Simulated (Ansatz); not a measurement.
# Al$_{26}$InAs$_{27}$: field-gradient calculation (part 2 of 2)

Continued. System: Al$_{26}$InAs$_{27}$ (defect cell, 54 atoms in the cell). Method: DFT, PBE, plane-wave PAW, default files, scalar-relativistic, no spin polarisation (Ansatz 0.2.0); cutoff 420 eV, 2×2×2 k-mesh, Fermi–Dirac smearing of 0.01 eV. The structure derives from an entry of the Crystallography Open Database. It belongs to a series of runs on one base structure; here: In on a Al site, charge +0, host positions.

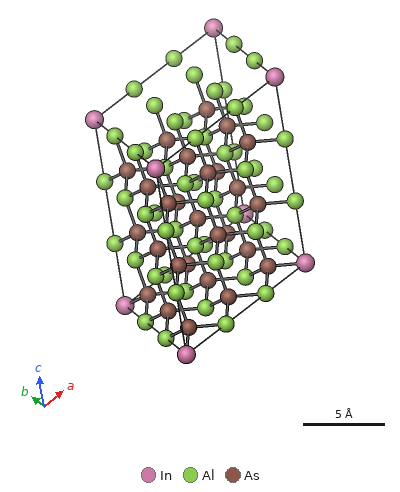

**Figure 1.** The structure as given in the input (ball-and-stick view of the cell of the calculation, seen slightly off an axis).

### Output, continued
```
            electrostatic potential = -4513.560394 V   contact ρ = 235485.794846 e/Å³
  atom  41  As V_zz =    -0.051778   η = 0.0000   by run symmetry: allowed   C_q = -0.3894 MHz
            electrostatic potential = -4513.545618 V   contact ρ = 235485.792673 e/Å³
  atom  42  As V_zz =    -0.051778   η = 0.0000   by run symmetry: allowed   C_q = -0.3894 MHz
            electrostatic potential = -4513.545618 V   contact ρ = 235485.792673 e/Å³
  atom  43  As V_zz =    +0.127455   η = 0.5784   by run symmetry: allowed   C_q = +0.9585 MHz
            electrostatic potential = -4513.539382 V   contact ρ = 235485.805430 e/Å³
  atom  44  As V_zz =    -0.051778   η = 0.0000   by run symmetry: allowed   C_q = -0.3894 MHz
            electrostatic potential = -4513.545618 V   contact ρ = 235485.792673 e/Å³
  atom  45  As V_zz =    +0.127455   η = 0.5784   by run symmetry: allowed   C_q = +0.9585 MHz
            electrostatic potential = -4513.539382 V   contact ρ = 235485.805430 e/Å³
  atom  46  As V_zz =    +1.020451   η = 0.0000   by run symmetry: allowed   C_q = +7.6737 MHz
            electrostatic potential = -4513.513290 V   contact ρ = 235486.400404 e/Å³
  atom  47  As V_zz =    +0.127455   η = 0.5784   by run symmetry: allowed   C_q = +0.9585 MHz
            electrostatic potential = -4513.539382 V   contact ρ = 235485.805430 e/Å³
  atom  48  As V_zz =    +0.127455   η = 0.5784   by run symmetry: allowed   C_q = +0.9585 MHz
            electrostatic potential = -4513.539382 V   contact ρ = 235485.805430 e/Å³
  atom  49  As V_zz =    +0.127455   η = 0.5784   by run symmetry: allowed   C_q = +0.9585 MHz
            electrostatic potential = -4513.539382 V   contact ρ = 235485.805430 e/Å³
  atom  50  As V_zz =    -0.051778   η = 0.0000   by run symmetry: allowed   C_q = -0.3894 MHz
            electrostatic potential = -4513.545618 V   contact ρ = 235485.792673 e/Å³
  atom  51  As V_zz =    +0.127455   η = 0.5784   by run symmetry: allowed   C_q = +0.9585 MHz
            electrostatic potential = -4513.539382 V   contact ρ = 235485.805430 e/Å³
  atom  52  As V_zz =    +0.127455   η = 0.5784   by run symmetry: allowed   C_q = +0.9585 MHz
            electrostatic potential = -4513.539382 V   contact ρ = 235485.805430 e/Å³
  atom  53  As V_zz =    +0.127455   η = 0.5784   by run symmetry: allowed   C_q = +0.9585 MHz
            electrostatic potential = -4513.539382 V   contact ρ = 235485.805430 e/Å³
  atom  54  As V_zz =    +0.000000   η = 0.0000   by run symmetry: forbidden   C_q = +0.0000 MHz
            electrostatic potential = -4513.538284 V   contact ρ = 235485.797281 e/Å³
--- Band table (eV) ---
  k-point 0: bands = ["-27.9277", "-27.9271", "-27.9271", "-27.9271", "-27.9109", "-27.9109", "-27.9106", "-27.9106", "-27.9106", "-27.9099", ... 92 levels left out ..., "-27.8406", "-27.8406", "-27.8406", "-27.8369", "-27.8369", "-27.8369", "-27.8362", "-27.8362", "-27.8362", "-27.8361", "-27.8360", "-27.8360", "-27.8360", "-27.8359", "-27.8359", "-27.8359", "-27.8358", "-27.8358", "-27.8354", "-27.8354", "-27.8354", "-27.8266", "-27.8262", "-27.8262", "-27.8262", "-27.8261", "-27.8261", "-27.8260", "-27.8260",
      "-27.8259", "-27.8259", "-27.8259", "-27.8255", "-7.7977", "-7.7977", "-7.7977", "-7.5580", "-7.5580", "-5.3919", "-4.5732", "-4.4096", "-4.4096", "-4.4096", "-4.4061", "-4.3927", "-4.3927", "-4.3927", "-4.1175", "-4.0691", "-4.0691", "-4.0585", "-4.0585", "-4.0585", "-3.5611", "-3.5314", "-3.5314", "-3.5314", "-3.5231", "-3.5231", "-3.5231", "-3.5183", "-3.5183", "-3.4754", "-3.4754", "-3.4754", "1.1350", "1.4545", "1.4545", "1.4545",
      "1.4613", "1.4613", "1.4613", "1.4648", "1.4648", "1.4704", "1.4704", "1.4704", "1.9557", "2.0094", "2.0094", "2.0094", "2.0241", "2.0397", "2.0397", "2.0397", "2.1782", "2.2314", "2.2314", "2.2418", "2.2418", "2.2418", "2.9666", "2.9666", "2.9666", "2.9943", "2.9946", "2.9946", "2.9946", "2.9977", "2.9977", "2.9977", "3.0059", "3.0059", "4.7063", "4.7063", "4.7063", "4.7102", "4.7102", "4.7102",
      "4.7247", "4.7247", "4.7247", "4.7452", "4.7452", "4.7452", "4.9653", "4.9653", "4.9653", "4.9771", "4.9788", "4.9788", "4.9788", "4.9900", "4.9900", "4.9933", "4.9933", "4.9933", "5.8314", "5.8314", "5.8314", "5.8464", "5.8464", "5.8464", "5.8480", "5.8480", "5.8512", "5.8512", "5.8512", "5.8593", "5.8593", "5.9265", "5.9265", "5.9265", "6.5401", "6.5401", "6.5401", "8.4922", "8.5108", "8.5108",
      "8.5301", "8.5301", "8.5301", "8.5458", "8.8609", "8.8768", "8.8816", "8.8816", "8.8816", "8.8890", "8.8890", "8.8890", "9.1012", "9.1012", "9.1012", "9.1082", "9.1114", "9.1114", "9.1114", "9.1428", "9.1428", "9.1597", "9.1597", "9.1597", "9.5068", "9.5153", "9.5153", "9.5153", "9.5674", "9.5674", "10.8214", "10.8214", "10.8214", "11.3730", "11.3730", "11.3730", "11.3772", "11.3772", "11.3772", "11.3796",
      "11.3796", "11.3818", "11.3818", "11.3818", "11.4570", "11.4570", "11.4638", "11.4638", "11.4638", "12.8212", "12.8212"]
  k-point 1: bands = ["-27.9277", "-27.9271", "-27.9271", "-27.9271", "-27.9109", "-27.9109", "-27.9106", "-27.9106", "-27.9106", "-27.9099", ... 92 levels left out ..., "-27.8406", "-27.8406", "-27.8406", "-27.8369", "-27.8369", "-27.8369", "-27.8362", "-27.8362", "-27.8362", "-27.8361", "-27.8360", "-27.8360", "-27.8360", "-27.8359", "-27.8359", "-27.8359", "-27.8358", "-27.8358", "-27.8354", "-27.8354", "-27.8354", "-27.8266", "-27.8262", "-27.8262", "-27.8262", "-27.8261", "-27.8261", "-27.8260", "-27.8260",
      "-27.8259", "-27.8259", "-27.8259", "-27.8255", "-7.7977", "-7.7977", "-7.7977", "-7.5580", "-7.5580", "-5.1560", "-5.0831", "-4.5570", "-4.4455", "-4.4455", "-4.4393", "-4.4283", "-4.4283", "-4.0574", "-3.9979", "-3.9979", "-3.9839", "-3.9800", "-3.9800", "-3.9305", "-3.5811", "-3.5628", "-3.5628", "-3.5556", "-3.5536", "-3.5536", "-3.5310", "-3.5217", "-3.5217", "-3.4991", "-3.4855", "-3.4855", "0.8973", "1.1130", "1.3866", "1.3866",
      "1.3928", "1.3982", "1.3982", "1.4077", "1.4308", "1.4308", "1.4351", "1.4380", "1.4380", "1.5704", "1.5899", "1.5899", "1.6109", "1.6111", "1.6111", "2.6209", "2.6667", "2.6667", "2.6701", "2.6960", "2.6960", "3.3303", "3.3303", "3.3405", "3.3473", "3.3496", "3.3496", "3.6990", "3.7183", "3.7183", "3.7250", "3.7278", "3.7278", "4.1744", "4.1939", "4.1939", "4.2007", "4.2007", "4.2143", "4.4049",
      "4.4355", "4.4852", "4.4868", "4.4868", "4.4871", "4.4871", "4.5031", "4.5862", "4.5939", "4.5939", "4.6047", "4.6105", "4.6105", "5.0782", "5.0782", "5.0812", "5.0870", "5.0870", "5.1458", "5.2703", "5.2783", "5.2783", "5.2843", "5.3151", "5.3151", "5.6172", "5.6334", "5.6352", "5.6352", "5.6578", "5.6578", "5.7038", "5.7038", "6.2455", "6.2455", "6.2965", "6.2965", "8.5994", "8.6068", "8.6068",
      "8.6249", "8.6426", "8.6426", "8.6630", "9.3218", "9.3382", "9.6000", "9.6012", "9.6012", "9.6138", "9.6280", "9.6280", "9.7965", "9.7965", "9.7995", "9.8003", "9.8343", "9.8343", "10.2358", "10.2358", "10.2436", "10.2453", "10.2727", "10.2727", "10.4379", "10.4379", "10.4464", "10.4943", "10.4943", "10.5038", "11.0072", "11.0161", "11.0161", "11.0291", "11.0291", "11.0581", "11.0947", "11.0947", "11.1023", "11.1256",
      "11.1369", "11.1369", "11.2115", "11.2115", "11.2466", "11.2466", "11.2899", "11.2899", "11.3839", "11.3839", "11.3918"]
  k-point 2: bands = ["-27.9277", "-27.9271", "-27.9271", "-27.9271", "-27.9109", "-27.9109", "-27.9106", "-27.9106", "-27.9106", "-27.9099", ... 92 levels left out ..., "-27.8406", "-27.8406", "-27.8406", "-27.8370", "-27.8370", "-27.8369", "-27.8362", "-27.8362", "-27.8362", "-27.8361", "-27.8360", "-27.8360", "-27.8360", "-27.8359", "-27.8359", "-27.8359", "-27.8358", "-27.8358", "-27.8354", "-27.8354", "-27.8354", "-27.8266", "-27.8262", "-27.8262", "-27.8262", "-27.8261", "-27.8261", "-27.8260", "-27.8260",
      "-27.8259", "-27.8259", "-27.8259", "-27.8255", "-7.7977", "-7.7976", "-7.7976", "-7.5580", "-7.5580", "-5.0722", "-4.9907", "-4.7555", "-4.6682", "-4.6682", "-4.6659", "-3.9896", "-3.8894", "-3.8859", "-3.8859", "-3.8827", "-3.8774", "-3.8665", "-3.8665", "-3.8493", "-3.8280", "-3.8279", "-3.8279", "-3.8268", "-3.7990", "-3.7990", "-3.7899", "-3.3804", "-3.3642", "-3.3468", "-3.3468", "-3.3439", "0.9434", "1.1245", "1.2396", "1.2396",
      "1.2403", "1.2546", "1.2546", "1.2570", "1.2610", "1.2984", "1.3246", "1.3246", "1.3301", "1.7884", "1.8723", "1.8724", "1.8724", "1.8815", "1.8826", "1.8919", "1.8919", "3.1783", "3.1988", "3.2263", "3.2263", "3.5724", "3.5724", "3.5846", "3.5887", "3.7612", "3.7813", "3.7855", "3.7905", "3.7905", "3.8079", "3.8085", "3.8085", "3.8208", "3.8226", "3.8226", "3.8226", "4.3350", "4.3350", "4.3898",
      "4.3973", "4.3973", "4.4021", "4.4065", "4.4065", "4.4131", "4.4190", "4.4979", "4.5387", "4.8217", "4.8217", "4.8338", "4.8467", "4.8518", "4.8518", "4.8651", "4.8683", "4.8703", "4.8703", "4.8826", "4.9402", "5.2355", "5.2444", "5.2444", "5.2523", "5.2530", "5.2610", "5.2742", "5.2742", "5.7246", "5.7246", "5.7620", "5.7620", "6.1643", "6.1764", "6.2096", "6.2096", "7.9654", "8.8233", "9.4714",
      "9.4714", "9.4773", "9.4807", "9.4907", "9.4907", "9.5158", "9.5409", "9.6741", "9.6994", "9.7156", "9.7156", "9.8039", "9.8265", "10.1659", "10.1811", "10.1825", "10.1839", "10.1839", "10.1843", "10.1875", "10.1879", "10.1879", "10.2145", "10.2616", "10.2616", "10.4300", "10.4481", "10.6312", "10.6312", "10.6389", "10.6702", "11.0412", "11.0583", "11.0583", "11.0671", "11.0693", "11.0693", "11.1027", "11.1034", "11.2596",
      "11.2737", "11.2737", "11.2778", "11.2891", "11.2891", "11.2927", "11.3122", "11.3265", "11.3345", "11.3345", "11.3697"]
--- Löwdin populations: 54 sites ---
  site symbol       q [e]
     0     In     12.6821
     1     Al      2.5969
     2     Al      2.5969
     3     Al      2.5969
     4     Al      2.5966
     5     Al      2.5969
     6     Al      2.5969
     7     Al      2.5969
     8     Al      2.5961
     9     Al      2.5969
    10     Al      2.5966
    11     Al      2.5969
    12     Al      2.5966
    13     Al      2.5966
    14     Al      2.5967
    15     Al      2.5969
    16     Al      2.5967
    17     Al      2.5967
    18     Al      2.5969
    19     Al      2.5969
    20     Al      2.5961
    21     Al      2.5969
    22     Al      2.5967
    23     Al      2.5967
    24     Al      2.5961
    25     Al      2.5967
    26     Al      2.5961
    27     As     15.3304
    28     As     15.3525
    29     As     15.3304
    30     As     15.3525
    31     As     15.3525
    32     As     15.3519
    33     As     15.3304
    34     As     15.3519
    35     As     15.3519
    36     As     15.3525
    37     As     15.3525
    38     As     15.3519
    39     As     15.3525
    40     As     15.3515
    41     As     15.3515
    42     As     15.3519
    43     As     15.3515
    44     As     15.3519
    45     As     15.3304
    46     As     15.3519
    47     As     15.3519
    48     As     15.3519
    49     As     15.3515
    50     As     15.3519
    51     As     15.3519
    52     As     15.3519
    53     As     15.3513
  spilling = 0.002796 (of n_electrons = 496.000000)
```

### File populations.tsv
```
# site	symbol	l	j	q
# orbitals = lowdin
# n_electrons = 496.000000
# spilling = 0.002796
0	In	0_5S	-	0.950597
0	In	1_5P	-	1.761446
0	In	2_4D	-	9.970093
1	Al	0_3S	-	0.877155
1	Al	1_3P	-	1.719759
2	Al	0_3S	-	0.877155
2	Al	1_3P	-	1.719759
3	Al	0_3S	-	0.877155
3	Al	1_3P	-	1.719759
4	Al	0_3S	-	0.876988
4	Al	1_3P	-	1.719657
5	Al	0_3S	-	0.877155
5	Al	1_3P	-	1.719759
6	Al	0_3S	-	0.877155
6	Al	1_3P	-	1.719759
7	Al	0_3S	-	0.877155
7	Al	1_3P	-	1.719759
8	Al	0_3S	-	0.877105
8	Al	1_3P	-	1.718974
9	Al	0_3S	-	0.877155
9	Al	1_3P	-	1.719759
10	Al	0_3S	-	0.876988
10	Al	1_3P	-	1.719657
11	Al	0_3S	-	0.877155
11	Al	1_3P	-	1.719759
12	Al	0_3S	-	0.876988
12	Al	1_3P	-	1.719657
13	Al	0_3S	-	0.876988
13	Al	1_3P	-	1.719657
14	Al	0_3S	-	0.877042
14	Al	1_3P	-	1.719698
15	Al	0_3S	-	0.877155
15	Al	1_3P	-	1.719759
16	Al	0_3S	-	0.877042
16	Al	1_3P	-	1.719698
17	Al	0_3S	-	0.877042
17	Al	1_3P	-	1.719698
18	Al	0_3S	-	0.877155
18	Al	1_3P	-	1.719759
19	Al	0_3S	-	0.877155
19	Al	1_3P	-	1.719759
20	Al	0_3S	-	0.877105
20	Al	1_3P	-	1.718974
21	Al	0_3S	-	0.877155
21	Al	1_3P	-	1.719759
22	Al	0_3S	-	0.877042
22	Al	1_3P	-	1.719698
23	Al	0_3S	-	0.877042
23	Al	1_3P	-	1.719698
24	Al	0_3S	-	0.877105
24	Al	1_3P	-	1.718974
25	Al	0_3S	-	0.877042
25	Al	1_3P	-	1.719698
26	Al	0_3S	-	0.877105
26	Al	1_3P	-	1.718974
27	As	0_4S	-	1.448407
27	As	1_4P	-	3.885784
27	As	2_3D	-	9.996210
28	As	0_4S	-	1.456271
28	As	1_4P	-	3.899969
28	As	2_3D	-	9.996304
29	As	0_4S	-	1.448407
29	As	1_4P	-	3.885784
29	As	2_3D	-	9.996210
30	As	0_4S	-	1.456271
30	As	1_4P	-	3.899969
30	As	2_3D	-	9.996304
31	As	0_4S	-	1.456271
31	As	1_4P	-	3.899969
31	As	2_3D	-	9.996304
32	As	0_4S	-	1.456112
32	As	1_4P	-	3.899478
32	As	2_3D	-	9.996305
33	As	0_4S	-	1.448407
33	As	1_4P	-	3.885784
33	As	2_3D	-	9.996210
34	As	0_4S	-	1.456112
34	As	1_4P	-	3.899478
34	As	2_3D	-	9.996305
35	As	0_4S	-	1.456112
35	As	1_4P	-	3.899478
35	As	2_3D	-	9.996305
36	As	0_4S	-	1.456271
36	As	1_4P	-	3.899969
36	As	2_3D	-	9.996304
37	As	0_4S	-	1.456271
37	As	1_4P	-	3.899969
37	As	2_3D	-	9.996304
38	As	0_4S	-	1.456112
38	As	1_4P	-	3.899478
38	As	2_3D	-	9.996305
39	As	0_4S	-	1.456271
39	As	1_4P	-	3.899969
39	As	2_3D	-	9.996304
40	As	0_4S	-	1.456120
40	As	1_4P	-	3.899077
40	As	2_3D	-	9.996305
41	As	0_4S	-	1.456120
41	As	1_4P	-	3.899077
41	As	2_3D	-	9.996305
42	As	0_4S	-	1.456112
42	As	1_4P	-	3.899478
42	As	2_3D	-	9.996305
43	As	0_4S	-	1.456120
43	As	1_4P	-	3.899077
43	As	2_3D	-	9.996305
44	As	0_4S	-	1.456112
44	As	1_4P	-	3.899478
44	As	2_3D	-	9.996305
45	As	0_4S	-	1.448407
45	As	1_4P	-	3.885784
45	As	2_3D	-	9.996210
46	As	0_4S	-	1.456112
46	As	1_4P	-	3.899478
46	As	2_3D	-	9.996305
47	As	0_4S	-	1.456112
47	As	1_4P	-	3.899478
47	As	2_3D	-	9.996305
48	As	0_4S	-	1.456112
48	As	1_4P	-	3.899478
48	As	2_3D	-	9.996305
49	As	0_4S	-	1.456120
49	As	1_4P	-	3.899077
49	As	2_3D	-	9.996305
50	As	0_4S	-	1.456112
50	As	1_4P	-	3.899478
50	As	2_3D	-	9.996305
51	As	0_4S	-	1.456112
51	As	1_4P	-	3.899478
51	As	2_3D	-	9.996305
52	As	0_4S	-	1.456112
52	As	1_4P	-	3.899478
52	As	2_3D	-	9.996305
53	As	0_4S	-	1.456124
53	As	1_4P	-	3.898893
53	As	2_3D	-	9.996305
```

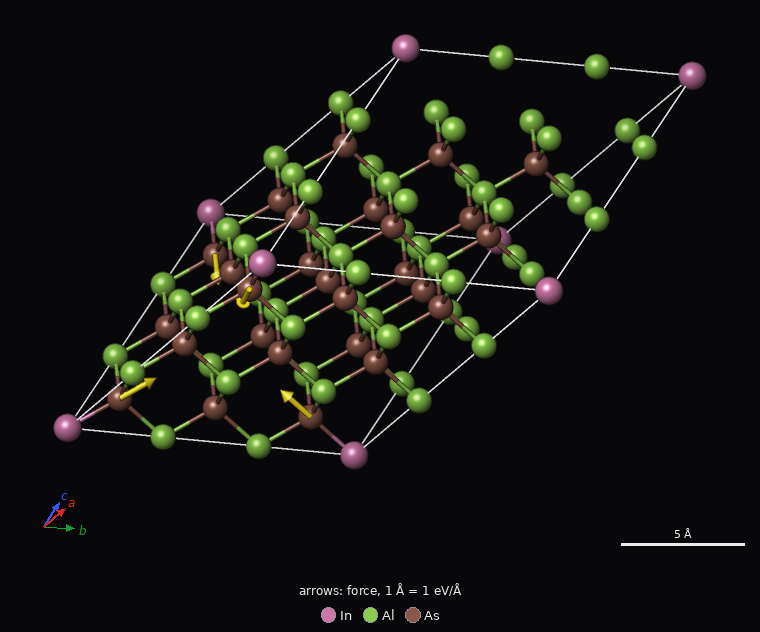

**Figure 2.** Forces on the atoms as yellow arrows (ball-and-stick view of the cell of the calculation, seen at an oblique angle); the smallest are left out. The largest act on As28, As30, As34, As46 (1.76 eV/Å). Atoms are counted from 1 in the order of the input and aren't labelled in the picture. The geometry is not a stationary point of this energy.

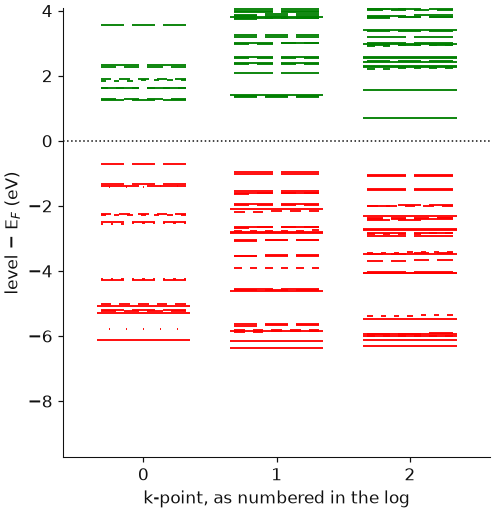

**Figure 3.** Kohn–Sham levels near the Fermi level (dotted) at the few k-points that the log prints; levels within 0.02 eV of each other stand side by side. Among these points the highest filled and lowest empty levels are 1.43 eV apart, which is the gap on the mesh.

### Summary

```csv
quantity,value
outcome,converged
electrons treated,496
free energy,−150713.0456 eV
Fermi energy,7.253 eV
gap on the k-point mesh,1.43 eV
pressure,3.38 GPa
field gradient V_zz (10²¹ V/m²),"In 0.0000, Al 0.0220, Al 0.0220, Al 0.0220, Al 0.0098, Al 0.0220, Al 0.0220, Al 0.0220 (the first 8 of 54 sites)"
largest force (length of the vector),1.757 eV/Å
wall time,39 s (CPU time 2.5 min)
peak memory,5 GiB
```

### Remarks

Warnings of the run: the field gradients leave out spin–orbit coupling.
